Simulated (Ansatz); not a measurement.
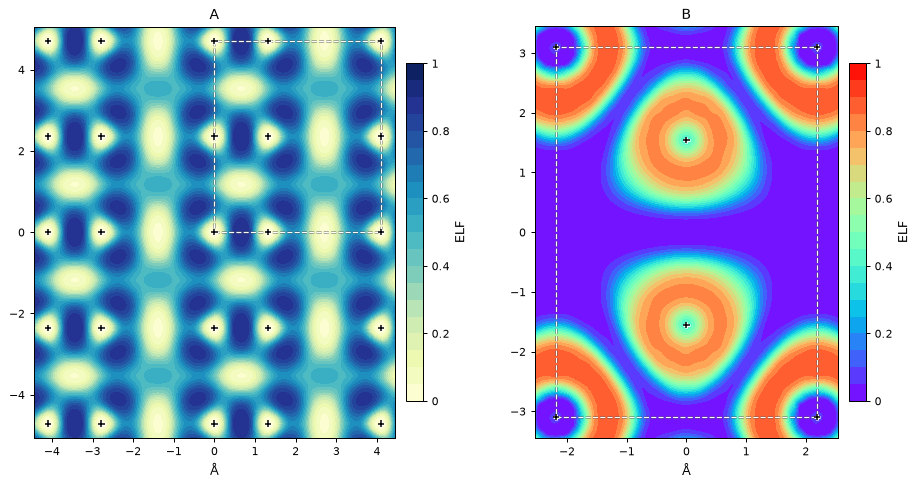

The ELF of 2 systems, each on a plane through atoms (crosses mark nuclei in the plane).

Level of theory: DFT r2SCAN, scalar-relativistic, plane waves, PAW in Ansatz 0.2.0.

System 1: BaF$_{2}$, the (001) plane of the calculation cell. Space group Fm-3m; a structure from a database of computed crystals, not necessarily the ambient phase.

```yaml
crystal:
  lattice:
    - [0.00000, 3.09744, -3.09744]
    - [6.19488, 0.00000, 0.00000]
    - [-3.09744, -6.19488, -3.09744]
  atoms:
    - { symbol: Ba, position: [0.66667, 0.66667, 0.33333] }
    - { symbol: Ba, position: [0.00000, 0.00000, 0.00000] }
    - { symbol: Ba, position: [0.33333, 0.33333, 0.66667] }
    - { symbol: F, position: [0.83333, 0.58333, 0.66667] }
    - { symbol: F, position: [0.16667, 0.91667, 0.33333] }
    - { symbol: F, position: [0.50000, 0.25000, 0.00000] }
    - { symbol: F, position: [0.16667, 0.41667, 0.33333] }
    - { symbol: F, position: [0.50000, 0.75000, 0.00000] }
    - { symbol: F, position: [0.83333, 0.08333, 0.66667] }
```

System 2: C, the (11̄0) plane of the conventional cell. Space group P6/mmm; changed on purpose from its base cell (volume × 0.94, shape and atoms relaxed); computed pressure about 17 GPa in this cell.

```cif
data_structure
_symmetry_space_group_name_H-M 'P 1'
_symmetry_Int_Tables_number 1
_cell_length_a 4.7101
_cell_length_b 4.7101
_cell_length_c 4.0969
_cell_angle_alpha 90.000
_cell_angle_beta 90.000
_cell_angle_gamma 120.000
_cell_volume 78.71
loop_
_atom_site_label
_atom_site_type_symbol
_atom_site_fract_x
_atom_site_fract_y
_atom_site_fract_z
_atom_site_occupancy
C1 C 0.66667 0.33333 0.18259 1
C2 C 0.33333 0.66667 0.18259 1
C3 C 0.66667 0.33333 0.81741 1
C4 C 0.33333 0.66667 0.81741 1
C5 C 0.50000 0.50000 0.33929 1
C6 C 0.00000 0.50000 0.33929 1
C7 C 0.50000 0.00000 0.33929 1
C8 C 0.50000 0.50000 0.66071 1
C9 C 0.50000 0.00000 0.66071 1
C10 C 0.00000 0.50000 0.66071 1
```

Which map belongs to which system?

Panel A is system 2, C: the plane holds C. C–C (1.32 Å): the ELF peaks at about 0.90 between the atoms. Panel B is system 1, BaF$_{2}$: the plane holds Ba and F. Ba–F (2.68 Å): the ELF is about 0.15 at the midpoint; a closed-shell, largely ionic contact.
